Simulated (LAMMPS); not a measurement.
# Geometry relaxation, with input and output: SiC

- system: SiC (P6₃/mmc, 4 atoms in the cell)
- method: classical potential SiC_Erhart-Albe.tersoff (style tersoff) (LAMMPS 22 Jul 2025 update 4)

The structure was built on a prototype by a generator. The geometry comes from this level: r2SCAN.

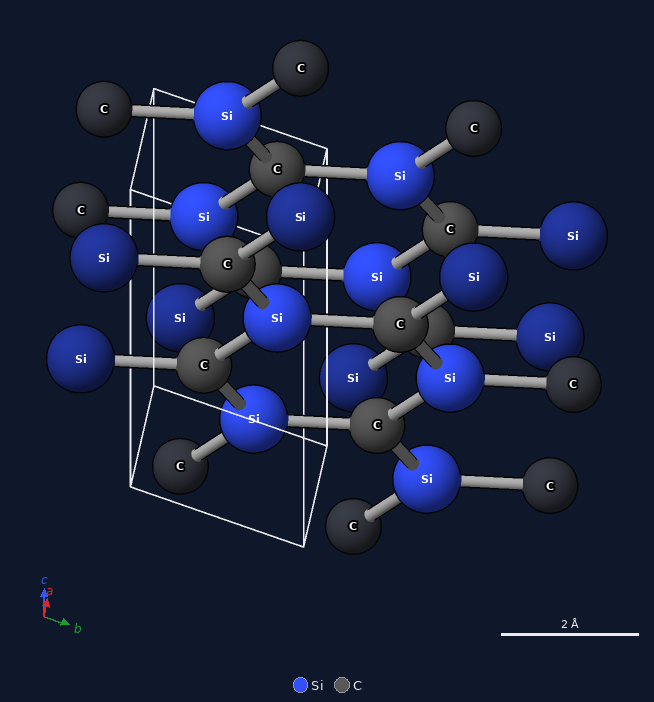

**Figure 1.** The starting structure (ball-and-stick view of the cell of the calculation, repeated 2 × 2 × 1, seen at an oblique angle; neighbours outside the cell are drawn fainter). Near neighbours in the crystal (not all of them lie inside the picture): Si has 3 C at 1.81 Å; C has 3 Si at 1.81 Å.

Summary

```csv
quantity,value
outcome,converged
space group (tolerance 0.01 Å),P6₃/mmc (194)
potential energy,−24.0932 eV
pressure,0.00 GPa
final volume,44.52 Å³
final cell,"a = 3.144 Å, b = 3.144 Å, c = 5.200 Å, α = 90.00°, β = 90.00°, γ = 120.00°"
hardware,"1 thread of Arm Neoverse V1, 24 GiB of memory available, shared host"
peak memory,0.03 GiB
```

Input
```
units metal
boundary p p p
atom_style atomic
read_data data.lmp
pair_style tersoff
pair_coeff * * SiC_Erhart-Albe.tersoff Si C
thermo_style custom step pe press pxx pyy pzz pyz pxz pxy vol fmax
thermo_modify format float %.8f
dump 1 all custom 10 dump.lmp id type x y z fx fy fz
dump_modify 1 sort id format float %.8f
thermo 10
fix 1 all box/relax tri 0.0 vmax 0.001
min_style cg
minimize 0.0 1.0e-6 400 4000
minimize 0.0 1.0e-6 400 4000
unfix 1
undump 1
write_dump all custom end.lmp id type x y z modify sort id format float %.8f
run 0
```

File data.lmp
```
crystal

4 atoms
2 atom types

0.0 3.13733453 xlo xhi
0.0 2.71701140 ylo yhi
0.0 4.93272343 zlo zhi
-1.56866726 0.00000000 0.00000000 xy xz yz

Masses

1 28.0850
2 12.0110

Atoms

1 1 -0.00000000 1.81134094 1.23318086
2 1 1.56866726 0.90567047 3.69954257
3 2 1.56866726 0.90567047 1.23318086
4 2 -0.00000000 1.81134094 3.69954257
```

Command:
```bash
lmp -in in.lmp -log none -nocite
```

Output
```
using 1 OpenMP thread(s) per MPI task
Reading data file ...
  triclinic box = (0 0 0) to (3.1373345 2.7170114 4.9327234) with tilt (-1.5686673 0 0)
WARNING: Triclinic box skew is large. LAMMPS will run inefficiently. (src/src/domain.cpp:221)
  1 by 1 by 1 MPI processor grid
  reading atoms ...
  4 atoms
  read_data CPU = 0.001 seconds
Neighbor list info ...
  max neighbors/atom: 2000, page size: 100000
  master list distance cutoff = 4.96
  ghost atom cutoff = 4.96
  binsize = 2.48, bins = 2 2 2
  1 neighbor lists, perpetual/occasional/extra = 1 0 0
  (1) pair tersoff, perpetual
      attributes: full, newton on
      pair build: full/bin/atomonly
      stencil: full/bin/3d
      bin: standard
Setting up cg style minimization ...
  Unit style    : metal
  Current step  : 0
WARNING: Energy due to 6 extra global DOFs will be included in minimizer energies
 (src/src/min.cpp:222)
Per MPI rank memory allocation (min/avg/max) = 4.083 | 4.083 | 4.083 Mbytes
   Step         PotEng         Press           Pxx            Pyy            Pzz            Pyz            Pxz            Pxy           Volume          Fmax
         0  -21.11048480 1190442.99737463 283977.74146981 283977.76185852 3003373.48879556 -0.00000000 -0.00000000 -0.01238965 42.04739125 0.00000026
        10  -21.91386954 1130878.02914567 198032.81087728 198032.55533758 2996568.72122216 -0.00000000 -0.00000000 -1512.57903341 42.53694704 0.01075248
        20  -22.67894287 995239.36458444 123432.42927055 123431.90904804 2738853.75543472 0.00000000 -0.00000000 -2563.20335711 43.00694267 0.01642771
        30  -23.33783721 777898.67908972 63726.60063475 63726.09663410 2206243.34000032 -0.00000000 0.00000000 -3247.31778807 43.46181703 0.01891725
        40  -23.82076578 487458.28697531 22392.50423667 22392.23010415 1417590.12658511 0.00000000 0.00000000 -3606.57953515 43.90439197 0.01943166
        50  -24.06872645 148126.60846310 2040.54020005 2040.64442708 440298.64076216 -0.00000000 -0.00000000 -3599.62616531 44.33635769 0.01821689
        60  -24.09315267 -0.09511624 -0.19645689 -0.08889182 0.00000000 0.00000000 0.00000000 0.91266265 44.51839184 0.00003215
        66  -24.09315267 0.00078177 0.00208169 0.00026363 0.00000000 0.00000000 0.00000000 -0.01108801 44.51839028 0.00000001
Loop time of 0.00164989 on 1 procs for 66 steps with 4 atoms

52.7% CPU use with 1 MPI tasks x 1 OpenMP threads

Minimization stats:
  Stopping criterion = force tolerance
  Energy initial, next-to-last, final =
     -21.1104848046856  -24.0931526717851  -24.0931526718749
  Force two-norm initial, final = 79.521844 3.6012746e-07
  Force max component initial, final = 78.820292 3.5499909e-07
  Final line search alpha, max atom move = 1 3.5499909e-07
  Iterations, force evaluations = 66 81

MPI task timing breakdown:
Section |  min time  |  avg time  |  max time  |%varavg| %total
---------------------------------------------------------------
Pair    | 0.00078672 | 0.00078672 | 0.00078672 |   0.0 | 47.68
Neigh   | 0          | 0          | 0          |   0.0 |  0.00
Comm    | 8.8774e-05 | 8.8774e-05 | 8.8774e-05 |   0.0 |  5.38
Output  | 0.00018319 | 0.00018319 | 0.00018319 |   0.0 | 11.10
Modify  | 0          | 0          | 0          |   0.0 |  0.00
Other   |            | 0.0005912  |            |       | 35.83

Nlocal:              4 ave           4 max           4 min
Histogram: 1 0 0 0 0 0 0 0 0 0
Nghost:            296 ave         296 max         296 min
Histogram: 1 0 0 0 0 0 0 0 0 0
Neighs:              0 ave           0 max           0 min
Histogram: 1 0 0 0 0 0 0 0 0 0
FullNghs:          184 ave         184 max         184 min
Histogram: 1 0 0 0 0 0 0 0 0 0

Total # of neighbors = 184
Ave neighs/atom = 46
Neighbor list builds = 0
Dangerous builds = 0
Setting up cg style minimization ...
  Unit style    : metal
  Current step  : 66
WARNING: Energy due to 6 extra global DOFs will be included in minimizer energies
 (src/src/min.cpp:222)
Per MPI rank memory allocation (min/avg/max) = 5.451 | 5.451 | 5.451 Mbytes
   Step         PotEng         Press           Pxx            Pyy            Pzz            Pyz            Pxz            Pxy           Volume          Fmax
        66  -24.09315267 0.00078177 0.00208169 0.00026363 0.00000000 0.00000000 0.00000000 -0.01108801 44.51839028 0.00000001
        67  -24.09315267 -0.00078401 -0.00190770 -0.00044434 0.00000000 0.00000000 0.00000000 -0.00026857 44.51839031 0.00000006
Loop time of 6.8507e-05 on 1 procs for 1 steps with 4 atoms

39.4% CPU use with 1 MPI tasks x 1 OpenMP threads

Minimization stats:
  Stopping criterion = force tolerance
  Energy initial, next-to-last, final =
     -24.0931526718749  -24.0931526718749  -24.0931526717851
  Force two-norm initial, final = 3.6089364e-07 1.3090883e-07
  Force max component initial, final = 3.5575602e-07 5.9059025e-08
  Final line search alpha, max atom move = 1 5.9059025e-08
  Iterations, force evaluations = 1 2

MPI task timing breakdown:
Section |  min time  |  avg time  |  max time  |%varavg| %total
---------------------------------------------------------------
Pair    | 1.7785e-05 | 1.7785e-05 | 1.7785e-05 |   0.0 | 25.96
Neigh   | 0          | 0          | 0          |   0.0 |  0.00
Comm    | 3.599e-06  | 3.599e-06  | 3.599e-06  |   0.0 |  5.25
Output  | 0          | 0          | 0          |   0.0 |  0.00
Modify  | 0          | 0          | 0          |   0.0 |  0.00
Other   |            | 4.712e-05  |            |       | 68.79

Nlocal:              4 ave           4 max           4 min
Histogram: 1 0 0 0 0 0 0 0 0 0
Nghost:            296 ave         296 max         296 min
Histogram: 1 0 0 0 0 0 0 0 0 0
Neighs:              0 ave           0 max           0 min
Histogram: 1 0 0 0 0 0 0 0 0 0
FullNghs:          176 ave         176 max         176 min
Histogram: 1 0 0 0 0 0 0 0 0 0

Total # of neighbors = 176
Ave neighs/atom = 44
Neighbor list builds = 0
Dangerous builds = 0
WARNING: No fixes with time integration, atoms won't move
Setting up Verlet run ...
  Unit style    : metal
  Current step  : 67
  Time step     : 0.001
Per MPI rank memory allocation (min/avg/max) = 3.076 | 3.076 | 3.076 Mbytes
   Step         PotEng         Press           Pxx            Pyy            Pzz            Pyz            Pxz            Pxy           Volume          Fmax
        67  -24.09315267 -0.00078401 -0.00190770 -0.00044434 0.00000000 0.00000000 0.00000000 -0.00026857 44.51839031 0.00000006
Loop time of 1.42e-06 on 1 procs for 0 steps with 4 atoms

140.8% CPU use with 1 MPI tasks x 1 OpenMP threads

MPI task timing breakdown:
Section |  min time  |  avg time  |  max time  |%varavg| %total
---------------------------------------------------------------
Pair    | 0          | 0          | 0          |   0.0 |  0.00
Neigh   | 0          | 0          | 0          |   0.0 |  0.00
Comm    | 0          | 0          | 0          |   0.0 |  0.00
Output  | 0          | 0          | 0          |   0.0 |  0.00
Modify  | 0          | 0          | 0          |   0.0 |  0.00
Other   |            | 1.42e-06   |            |       |100.00

Nlocal:              4 ave           4 max           4 min
Histogram: 1 0 0 0 0 0 0 0 0 0
Nghost:            296 ave         296 max         296 min
Histogram: 1 0 0 0 0 0 0 0 0 0
Neighs:              0 ave           0 max           0 min
Histogram: 1 0 0 0 0 0 0 0 0 0
FullNghs:          176 ave         176 max         176 min
Histogram: 1 0 0 0 0 0 0 0 0 0

Total # of neighbors = 176
Ave neighs/atom = 44
Neighbor list builds = 0
Dangerous builds = 0
```

Trajectory as extended XYZ (Å, eV, eV/Å), 9 frames, from step=0 to step=67
```
4
Lattice="3.1373 0.0000 0.0000 -1.5687 2.7170 0.0000 0.0000 0.0000 4.9327" Properties=species:S:1:pos:R:3:forces:R:3 step=0 energy=-21.11048 pressure_GPa=119.04
Si    0.0000    1.8113    1.2332    0.0000   0.0000   0.0000
Si    1.5687    0.9057    3.6995    0.0000   0.0000   0.0000
C     1.5687    0.9057    1.2332    0.0000   0.0000   0.0000
C     0.0000    1.8113    3.6995    0.0000   0.0000   0.0000
4
Lattice="3.1399 0.0000 0.0000 -1.5687 2.7192 0.0000 0.0000 0.0000 4.9821" Properties=species:S:1:pos:R:3:forces:R:3 step=10 energy=-21.91387 pressure_GPa=113.09
Si   -0.0004    1.8117    1.2208   -0.0108   0.0000   0.0000
Si    1.5691    0.9053    3.7119    0.0108   0.0000   0.0000
C     1.5691    0.9053    1.2208    0.0108   0.0000   0.0000
C    -0.0004    1.8117    3.7119   -0.0108   0.0000   0.0000
4
Lattice="3.1417 0.0000 0.0000 -1.5687 2.7208 0.0000 0.0000 0.0000 5.0314" Properties=species:S:1:pos:R:3:forces:R:3 step=20 energy=-22.67894 pressure_GPa=99.52
Si   -0.0007    1.8120    1.2085   -0.0164   0.0000   0.0000
Si    1.5694    0.9050    3.7242    0.0164   0.0000   0.0000
C     1.5694    0.9050    1.2085    0.0164   0.0000   0.0000
C    -0.0007    1.8120    3.7242   -0.0164   0.0000   0.0000
4
Lattice="3.1429 0.0000 0.0000 -1.5687 2.7218 0.0000 0.0000 0.0000 5.0807" Properties=species:S:1:pos:R:3:forces:R:3 step=30 energy=-23.33784 pressure_GPa=77.79
Si   -0.0010    1.8121    1.1962   -0.0189   0.0001   0.0000
Si    1.5696    0.9049    3.7365    0.0189  -0.0001   0.0000
C     1.5696    0.9049    1.1962    0.0189  -0.0001   0.0000
C    -0.0010    1.8121    3.7365   -0.0189   0.0001   0.0000
4
Lattice="3.1436 0.0000 0.0000 -1.5688 2.7224 0.0000 0.0000 0.0000 5.1300" Properties=species:S:1:pos:R:3:forces:R:3 step=40 energy=-23.82077 pressure_GPa=48.75
Si   -0.0012    1.8122    1.1839   -0.0194   0.0001   0.0000
Si    1.5697    0.9048    3.7489    0.0194  -0.0001   0.0000
C     1.5697    0.9048    1.1839    0.0194  -0.0001   0.0000
C    -0.0012    1.8122    3.7489   -0.0194   0.0001   0.0000
4
Lattice="3.1440 0.0000 0.0000 -1.5690 2.7227 0.0000 0.0000 0.0000 5.1794" Properties=species:S:1:pos:R:3:forces:R:3 step=50 energy=-24.06873 pressure_GPa=14.81
Si   -0.0013    1.8123    1.1715   -0.0182   0.0001   0.0000
Si    1.5697    0.9047    3.7612    0.0182  -0.0001   0.0000
C     1.5697    0.9047    1.1715    0.0182  -0.0001   0.0000
C    -0.0013    1.8123    3.7612   -0.0182   0.0001   0.0000
4
Lattice="3.1440 0.0000 0.0000 -1.5720 2.7228 0.0000 0.0000 0.0000 5.2004" Properties=species:S:1:pos:R:3:forces:R:3 step=60 energy=-24.09315 pressure_GPa=-0.00
Si   -0.0033    1.8123    1.1663    0.0000   0.0000   0.0000
Si    1.5687    0.9047    3.7665    0.0000   0.0000   0.0000
C     1.5687    0.9047    1.1663    0.0000   0.0000   0.0000
C    -0.0033    1.8123    3.7665    0.0000   0.0000   0.0000
4
Lattice="3.1440 0.0000 0.0000 -1.5720 2.7228 0.0000 0.0000 0.0000 5.2004" Properties=species:S:1:pos:R:3:forces:R:3 step=66 energy=-24.09315 pressure_GPa=0.00
Si   -0.0033    1.8123    1.1663    0.0000   0.0000   0.0000
Si    1.5687    0.9047    3.7665    0.0000   0.0000   0.0000
C     1.5687    0.9047    1.1663    0.0000   0.0000   0.0000
C    -0.0033    1.8123    3.7665    0.0000   0.0000   0.0000
4
Lattice="3.1440 0.0000 0.0000 -1.5720 2.7228 0.0000 0.0000 0.0000 5.2004" Properties=species:S:1:pos:R:3:forces:R:3 step=67 energy=-24.09315 pressure_GPa=-0.00
Si   -0.0033    1.8123    1.1663    0.0000   0.0000   0.0000
Si    1.5687    0.9047    3.7665    0.0000   0.0000   0.0000
C     1.5687    0.9047    1.1663    0.0000   0.0000   0.0000
C    -0.0033    1.8123    3.7665    0.0000   0.0000   0.0000
```
